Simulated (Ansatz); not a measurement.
# Does disorder add resistance in series? Ta(100) layers with 25 % Ru

Two lengths of the disordered region are known. What area resistance does the third give?

How it was computed: Ansatz 0.2.0, plane waves with PAW datasets at their recommended cutoffs (420 eV for most), Fermi-Dirac smearing; ballistic transmission by layer matching. The area resistance is RA = A (h/2e²)(1/T − 1/N), with T the zone-mean transmission per spin and N the lead's channels, both averaged over a few energies near the Fermi level; for magnets each spin is taken apart, with h/e², and the two conduct in parallel. Lateral cell 2x2, PBE, a fresh random draw for each length.

The runs, with one result withheld:

| length (Å) | channels N | RA (fΩ m²) |
| --- | --- | --- |
| 6.61 | 10.21 | 0.578 |
| 13.2 | 10.21 | 1.12 |
| 19.8 | 10.21 | ? |

Worked fit:

Ohm's law makes RA linear in the length: the slope is (1.12 − 0.578)/(13.2 − 6.61) = 0.0826 fΩ m² per Å, or 83 µΩ cm. Then 1.12 + 0.0826 × 6.61. Predicted: 1.67 fΩ m².

Check against the run:

1.39 fΩ m², so the prediction is 20 % too high. The three lengths together give 61 µΩ cm. Single draws scatter; these runs don't part the causes of the miss, and leave the question open.

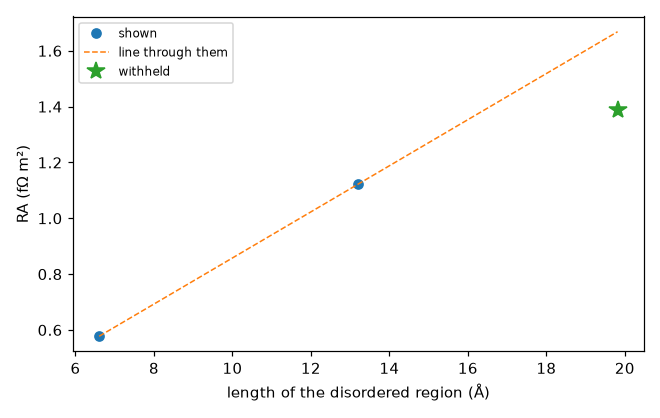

Area resistance against length.

**Limits.** The scatterers repeat sideways with the small cell. The slope is a raw one; a model of isotropic scattering puts it 1.01 times the bulk value over these lengths. Atoms sit unrelaxed on the host's lattice, and the pair may not mix at random in practice. Spin-orbit coupling is left out, which matters for Ta.
